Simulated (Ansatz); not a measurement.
Read the following structure.

```cif
data_structure
_symmetry_space_group_name_H-M 'P 1'
_symmetry_Int_Tables_number 1
_cell_length_a 2.4557
_cell_length_b 2.4557
_cell_length_c 21.7358
_cell_angle_alpha 90.000
_cell_angle_beta 90.000
_cell_angle_gamma 120.000
_cell_volume 113.52
loop_
_atom_site_label
_atom_site_type_symbol
_atom_site_fract_x
_atom_site_fract_y
_atom_site_fract_z
_atom_site_occupancy
C1 C 0.00000 0.00000 0.91898 1
C2 C 0.33333 0.66667 0.91898 1
C3 C 0.00000 0.00000 0.74769 1
C4 C 0.33333 0.66667 0.74769 1
C5 C 0.66667 0.33333 0.25231 1
C6 C 0.00000 0.00000 0.25231 1
C7 C 0.66667 0.33333 0.08102 1
C8 C 0.00000 0.00000 0.08102 1
C9 C 0.33333 0.66667 0.58565 1
C10 C 0.66667 0.33333 0.58564 1
C11 C 0.33333 0.66667 0.41436 1
C12 C 0.66667 0.33333 0.41435 1
```

Q: What does this file describe?

A: The element is carbon. Its lattice is rhombohedral (trigonal R), its space group R-3m (No. 166). The cell holds twelve atoms. C bonds to three C in a trigonal planar arrangement at 1.42 Å. The bonds build C layers parallel to (001).

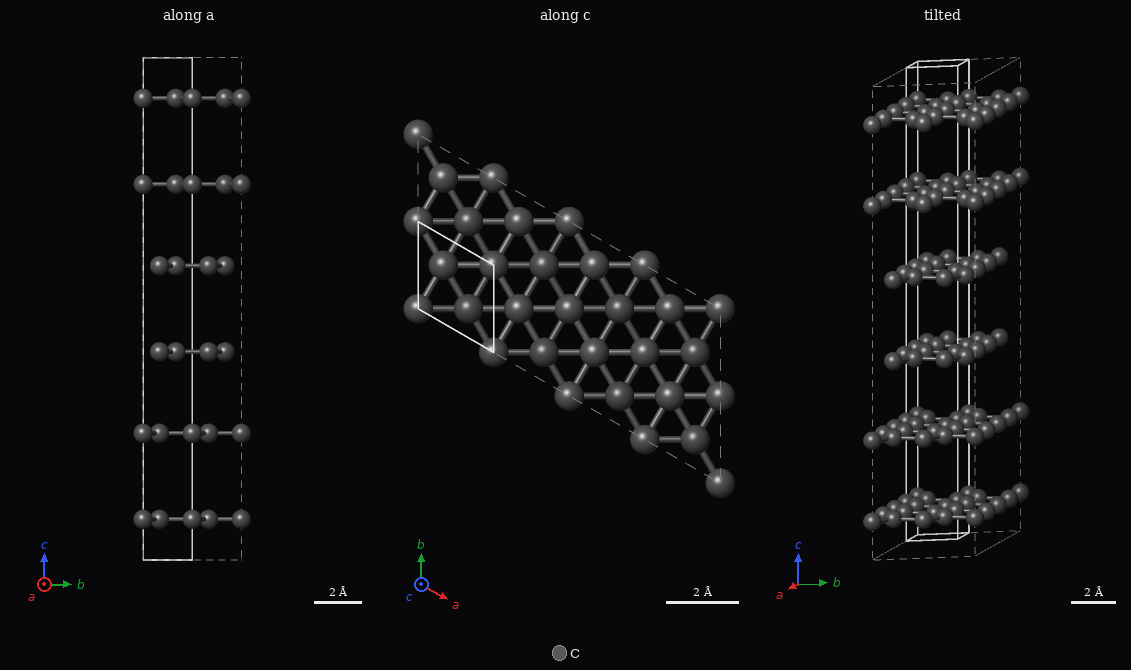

The figure gives a ball-and-stick picture of the atoms, viewed along the a axis, along the c axis and slightly off an axis. The conventional unit cell (solid box) is repeated to 4×2×1 cells.

The initial geometry was a structure listed in the Materials Project. Earlier steps of the study, as a rule a relaxation of our own, may have changed the cell and positions, so they can lie some per cent off the listed ones. It was run through Ansatz as a DFT input.
